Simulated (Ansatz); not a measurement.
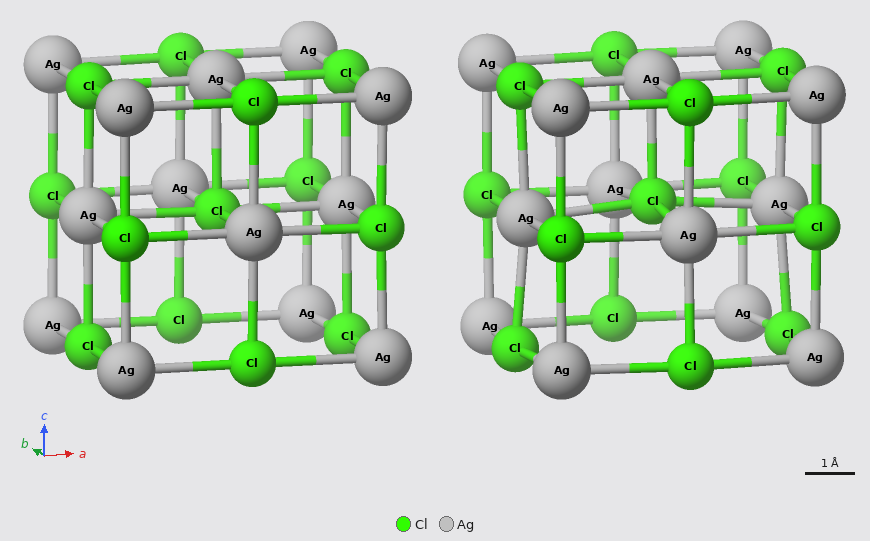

Two geometries of a defect cell of composition Cl32Ag31 (cell charge +1), drawn at one scale. One is the start of a relaxation, the other its converged end. A ball-and-stick model of the atoms within 5.0 Å of the atom that moves most (axes of the cell of the calculation (origin shifted)), seen slightly off an axis.

All numbers below come from Ansatz 0.2.0, DFT, PBEsol, PAW, plane waves. (plane-wave cutoff 420 eV; k-point mesh 1 × 1 × 1; mesh shifted by (0.25, 0.25, 0.25); collinear spin; atoms relaxed in a fixed cell; force threshold 0.03 eV/Å; at most 80 steps)

Which of the two is the end point?

The right one is the relaxed one. The largest moves, 0.21 Å, are those of Cl atoms. Largest moves by element: Cl 0.21 Å, Ag 0.11 Å. The lattice vectors keep their values. Among the contacts that change: Ag–Cl 2.727 → 2.535 Å, Ag–Cl 2.703 → 2.788 Å, Ag–Cl 2.695 → 2.757 Å, Ag–Cl 2.751 → 2.692 Å. Among the angles between lasting bonds that change: Ag–Cl–Ag 178.9° → 170.3°, Ag–Cl–Ag 178.8° → 171.0°, Ag–Cl–Ag 89.0° → 95.0°. After 3 geometry steps the energy has fallen by 0.326 eV per cell of the calculation. The largest force component goes from 0.32 to 0.023 eV/Å. Cost: 11 s on 1 × NVIDIA GB300 Max-Q with 8 threads of Arm Neoverse-V2, peak memory 2.3 GiB.

Limits of the set-up: the cell is charged, on a uniform background, and energies carry no finite-size correction.
